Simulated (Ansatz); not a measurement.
# SnO₂: band-structure calculation

The run: band-structure calculation of SnO₂ (P-3m1, 3 atoms in the cell). Method and program: DFT LDA, scalar-relativistic, plane waves, PAW, no spin polarisation (Ansatz 0.2.0).

The structure was made by a generator, so it may or may not be a known phase. Figures and captions count atoms from 1; the log counts them from 0 in places.

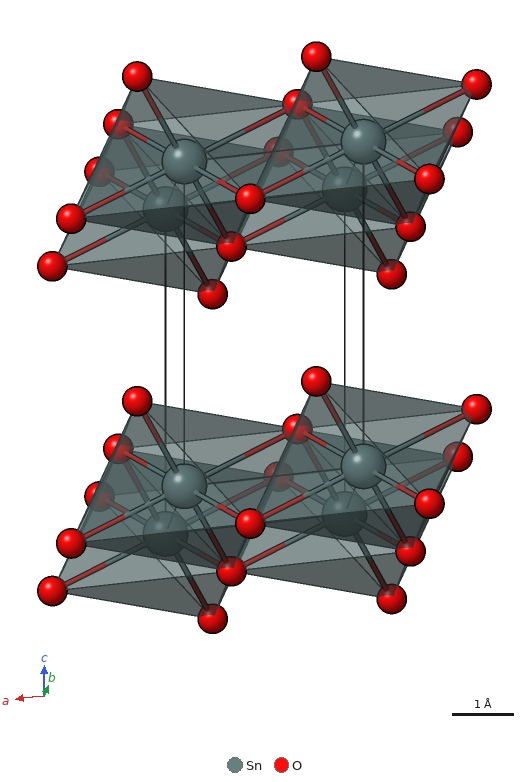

The structure as given in the input (polyhedral view of the cell of the calculation, seen at an oblique angle; polyhedra are completed across the faces of the cell). An atom can appear more than once, as a periodic image.

**The input**
```yaml
crystal:
  lattice:
    - [3.2277956369, 0.0, 0.0]
    - [-1.6138978184, 2.7953530198, 0.0]
    - [0.0, 0.0, 5.4898740324]
  atoms:
    - { symbol: Sn, position: [0.0, 0.0, 0.0] }
    - { symbol: O, position: [0.3333333333, 0.6666666667, 0.1842883234] }
    - { symbol: O, position: [0.6666666667, 0.3333333333, 0.8157116766] }
basis:
  ecutwfc: 420
kpoints:
  mp_grid: { grid: [12, 12, 6] }
  band_path:
    path:
      - [[0.0, 0.0, 0.0], [0.5, 0.0, 0.0], [0.33333333, 0.33333333, 0.0], [0.0, 0.0, 0.0], [0.0, 0.0, 0.5], [0.5, 0.0, 0.5], [0.33333333, 0.33333333, 0.5], [0.0, 0.0, 0.5]]
      - [[0.5, 0.0, 0.5], [0.5, 0.0, 0.0]]
      - [[0.33333333, 0.33333333, 0.5], [0.33333333, 0.33333333, 0.0]]
    npoints: 14
hamiltonian:
  xc: lda
scf:
  occupations: { method: gaussian, width: 0.02 }
  n_extra_bands: 7
output:
  forces: true
  stress: true
  eigenvalues: true
  populations: true
  dos: { projected: true, de: 0.02, nscf_kmesh: { grid: [18, 18, 9] } }
  bader: true
  write_density: true
  write_potential: true
  elf: true
  volumetric_format: npy
```

Hardware: 1 thread of Arm Neoverse V2, 24 GiB of memory available, shared host.

Run as:
```bash
ansatz run input.yaml --threads 1 --pin off --max-ram 2560MiB --backend cpu --events-out ev --progress --plain --runs-dir out
```

**Output**
```
scf.n_extra_bands = 7 over 13 filled bands (N_el = 26.0): the run solves 20 bands
Engine: ansatz 0.2.0, aarch64-unknown-linux-gnu
Pseudopotentials: kind: paw
Pseudopotential: Sn, paw, valence charge 14, recommended cutoff 420 eV (normal), Sn.paw.azcp
Pseudopotential: O, paw, valence charge 6, recommended cutoff 420 eV (normal), O.paw.azcp
Functional definition: SPW92
  exchange = slater_x
  correlation = pw_c
Crystal: 3 atoms, lattice volume = 49.534 Å³
Basis set: ecut = 420 eV, 979 PW (Γ)
Bands: 20, of which v1, the nominal top of the filled ones, is band 13 counted from 1 (12 counted from 0)
Symmetry: 12 space group operations
Space group: P-3m1 (ITA 164), of the structure as read, at distance tolerance 3.7e-5 Å
k-points: 100 of 864
Non-local potential: Sn, projectors of the file, l = 0: 2, l = 1: 2, l = 2: 2, l = 3: 2
Non-local potential: O, projectors of the file, l = 0: 2, l = 1: 2, l = 2: 1
PAW form: soft (Blöchl's): semilocal exchange-correlation on the pseudo side does not see the compensation charge
PAW frozen core: Sn, regenerated for the run's functional, and the local potential with it (the file was generated under x = pbe(κ = 0.804, μ = 0.2195149727645171), c = pbe(β = 0.06672455060314922))
PAW frozen core: O, regenerated for the run's functional, and the local potential with it (the file was generated under x = pbe(κ = 0.804, μ = 0.2195149727645171), c = pbe(β = 0.06672455060314922))
PAW one-centre angular grid: Sn, 590 points (default); XC on 64 Gauss nodes
PAW one-centre angular grid: O, 110 points (default); XC on 64 Gauss nodes
Initial density: superposition of atomic densities (neutral atoms: chi_scale 0, normalization atom), corrected by the library's trained network
Initial wavefunctions: pseudopotential atomic-orbital guess
Functional: x = slater, c = lda
SCF iter   1: F=—  HF=-6989.451466 eV  |F-HF|=—  |Δ(HF+E_count)|=         —  Δρ=1.57e-2  dr2=1.06e-1  ethr=1.77e-3  ⟨swp⟩=6.2  Hψ=10611  notcnv=0
preconditioner: auto → none  [insulator: Δε(μ)=2.007 eV  Ē_g=21.293 eV  σ=0.020 eV  W_gap=1.00  n_scr=10 (ndim 8)  ℏωp=26.9 eV  f_vac=0.265  D(μ)=0.00/eV (n_scr^D=0)  ε∞_Penn≈2.6]
SCF iter   2: F=—  HF=-6989.429150 eV  |F-HF|=—  |Δ(HF+E_count)|=   2.23e-2  Δρ=9.54e-3  dr2=2.96e-2  ethr=4.09e-4  ⟨swp⟩=2.2  Hψ=4008  notcnv=0  defer=150
SCF iter   3: F=—  HF=-6989.420269 eV  |F-HF|=—  |Δ(HF+E_count)|=   8.88e-3  Δρ=1.93e-3  dr2=9.64e-4  ethr=1.14e-4  ⟨swp⟩=2.1  Hψ=3008  notcnv=0  defer=150
SCF iter   4: F=—  HF=-6989.419913 eV  |F-HF|=—  |Δ(HF+E_count)|=   3.56e-4  Δρ=4.42e-4  dr2=3.69e-5  ethr=3.71e-6  ⟨swp⟩=2.2  Hψ=3136  notcnv=0  defer=150
SCF iter   5: F=—  HF=-6989.419899 eV  |F-HF|=—  |Δ(HF+E_count)|=   1.42e-5  Δρ=3.34e-5  dr2=3.09e-7  ethr=1.42e-7  ⟨swp⟩=2.8  Hψ=2617  notcnv=0  defer=150
SCF iter   6: F=-6989.419899 eV  HF=-6989.419899 eV  |F-HF|=8.71e-9  |Δ(HF+E_count)|=   1.92e-8  Δρ=1.09e-5  dr2=2.25e-8  ethr=3.85e-10  ⟨swp⟩=13.4  Hψ=14278  notcnv=0
SCF 1 converged in 6 iterations: F = -6989.419899 eV  dr2 = 2.25e-8
  greatest PAW one-centre occupation: 0.997 electrons in one spin orbital (limit 2), on the Sn atom at site 0 (counted from 0), in its partial waves of l = 2
NSCF: frozen V_eff on 129 k-points
NSCF: frozen V_eff on 293 k-points
SCF converged after 6 iterations
Free energy (F): -6989.419899 eV
Harris-Foulkes:  -6989.419899 eV  (|F-HF|=8.71e-9)
Internal energy: -6989.419899 eV  (E = F + TS)
E sigma→0 (E₀):  -6989.419899 eV
Fermi energy:    4.929990 eV
--- Per-component energies (eV) ---
  E_band       = -186.099082
  E_kinetic    = 535.725481
  E_local      = -2552.441363  (includes V_loc(G=0)·N_el)
  E_nonlocal   = 74.398026
  E_hartree    = 1240.331073
  E_xc         = -520.218999
  E_vxc        = -281.064254  (∫ρ·V_xc dr)
  E_paw        = -4298.421839  (= ΣΔE_a)
  E_vpaw       = -443.386205  (= ΣTr[D̂ρ^β])
  E_aug_tail   = 0.004905  (compensation charges beyond the density's cutoff)
  E_ewald      = -1469.415924
  E_core_change = 0.618741  (= ΣΔE_core)
  E_smearing   = -0.000000  (= −TS)
  E_closure    = -0.000000  (closes the sum)
  Σ components = -6989.419899   (vs F -6989.419899, Δ=0.00e0)
--- Forces (eV/Å), atoms counted from 1 ---
  atom   1  Sn     0.00000000    -0.00000000     0.00000000
  atom   2  O      0.00000000    -0.00000000    -0.61968214
  atom   3  O      0.00000000     0.00000000     0.61968214
  max |Σ_I F_I| component: 9.25e-18 eV/Å
--- Stress (GPa, compression-positive) ---
       -8.441046       0.000000       0.000000
        0.000000      -8.441046       0.000000
        0.000000       0.000000      -4.796256
  P = ⅓ Tr σ = -7.2261 GPa (-72.261 kbar)
--- Band table (eV; the first three rows and the last of 100) ---
  k-point 0: bands = ["-15.9110", "-15.7243", "-15.7243", "-15.5167", "-15.5167", "-13.7323", "-11.9145", "0.2115", "2.6495", "2.6495", "3.1012", "3.1012", "3.5047", "6.0060", "9.5453", "13.6126", "14.8888", "14.8888", "20.1731", "21.2232"]
  k-point 1: bands = ["-15.9110", "-15.7243", "-15.7243", "-15.5167", "-15.5167", "-13.7277", "-11.9219", "0.2505", "2.6482", "2.6482", "3.1037", "3.1037", "3.3644", "6.1804", "9.4951", "13.6389", "14.8855", "14.8855", "20.0161", "21.1488"]
  k-point 2: bands = ["-15.9108", "-15.7243", "-15.7243", "-15.5167", "-15.5167", "-13.7183", "-11.9369", "0.3339", "2.6445", "2.6445", "3.1076", "3.1076", "3.1107", "6.5113", "9.3793", "13.7035", "14.8780", "14.8780", "19.4879", "21.0107"]
  k-point 99: bands = ["-16.1216", "-16.1216", "-15.5445", "-15.5445", "-15.5079", "-11.3883", "-11.3883", "-2.6133", "0.2677", "0.2677", "1.2057", "3.7528", "3.7528", "9.8838", "13.0595", "13.9824", "13.9824", "16.3449", "16.3449", "18.9199"]
--- Löwdin populations: 3 sites ---
  site symbol       q [e]
     0     Sn     12.3770
     1      O      6.7380
     2      O      6.7380
  spilling = 0.005656 (of n_electrons = 26.000000)
--- Bader charges: 3 sites ---
  site symbol  charge [e]  shift [e]
     0     Sn      2.2889     0.0116
     1      O     -1.1444     0.0058
     2      O     -1.1444     0.0058
  estimated error of the sums over rays = 2.2e-4 e
```

**File populations.tsv**
```
# site	symbol	l	j	q
# orbitals = lowdin
# n_electrons = 26.000000
# spilling = 0.005656
0	Sn	0_5S	-	0.958862
0	Sn	1_5P	-	1.423340
0	Sn	2_4D	-	9.994807
1	O	0_2S	-	1.768138
1	O	1_2P	-	4.969825
2	O	0_2S	-	1.768138
2	O	1_2P	-	4.969825
```

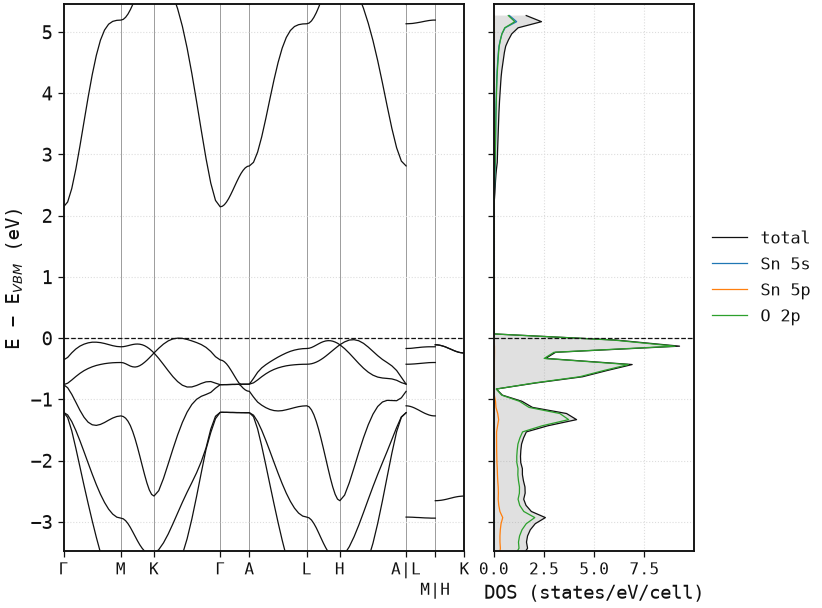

Band structure along Γ–M–K–Γ–A–L–H–A|L–M|H–K and density of states (projected on Löwdin-orthogonalised atomic shells), with energies from the valence-band top. There is a gap of 2.15 eV on this path, indirect, from between K and Γ to Γ.

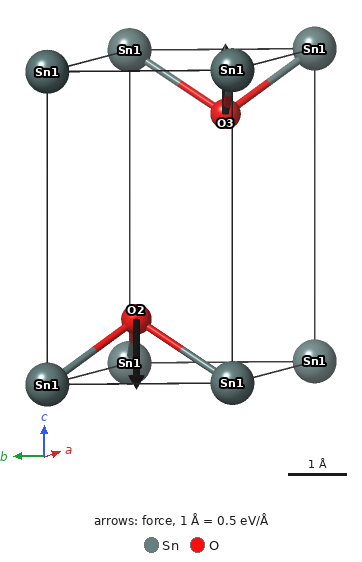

Forces on the atoms as black arrows (ball-and-stick view of the cell of the calculation, seen at an oblique angle; atoms are numbered from 1 in the order of the input). The largest act on O2, O3 (0.62 eV/Å). The geometry is not a stationary point of this energy.

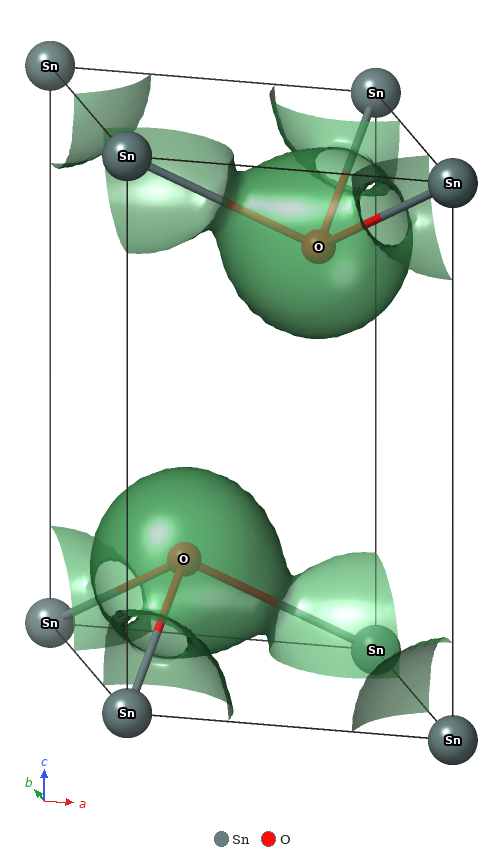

Isosurface of the valence charge density (pseudo) at 0.5 e/Å³ (green), seen slightly off an axis. Sticks mark near contacts. The outline is the cell set on symmetry axes. At this value the density is joined into sheets; it holds about 80 % of the electrons treated as valence (semicore included). On the grid the lowest density along these lines, outside the cores, is 0.61 e/Å³ (Sn–O, 2.12 Å). In a PAW calculation such maps are meaningful between the atoms, not at the nuclei.

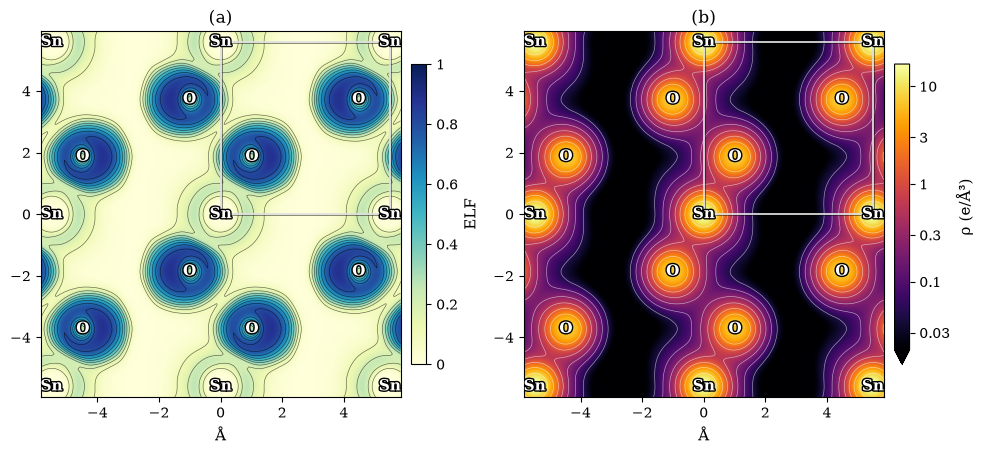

(a) electron localisation function; (b) valence charge density (pseudo) on the (110) plane of the conventional cell. Sn–O (2.12 Å): ρ at the midpoint is about 0.61 e/Å³; the ELF is about 0.25 at the midpoint. Away from the nuclei the density in this plane falls to 0.003 e/Å³ at its lowest.

**Results in brief**

```json
{"quantity": "outcome", "value": "converged"}
{"quantity": "space group (tolerance 0.01 Å)", "value": "P-3m1 (164)"}
{"quantity": "electrons treated", "value": "26"}
{"quantity": "free energy", "value": "−6989.4199 eV"}
{"quantity": "Fermi energy", "value": "4.930 eV"}
{"quantity": "gap on the k-point mesh", "value": "2.15 eV"}
{"quantity": "gap on the band path", "value": "2.14 eV"}
{"quantity": "pressure", "value": "−7.23 GPa"}
{"quantity": "largest force (length of the vector)", "value": "0.620 eV/Å"}
{"quantity": "wall time", "value": "33 s"}
{"quantity": "peak memory", "value": "0.4 GiB"}
```

**Remarks**

The cell is under a tension of 7.2 GPa at this level, so it is not at its equilibrium volume.
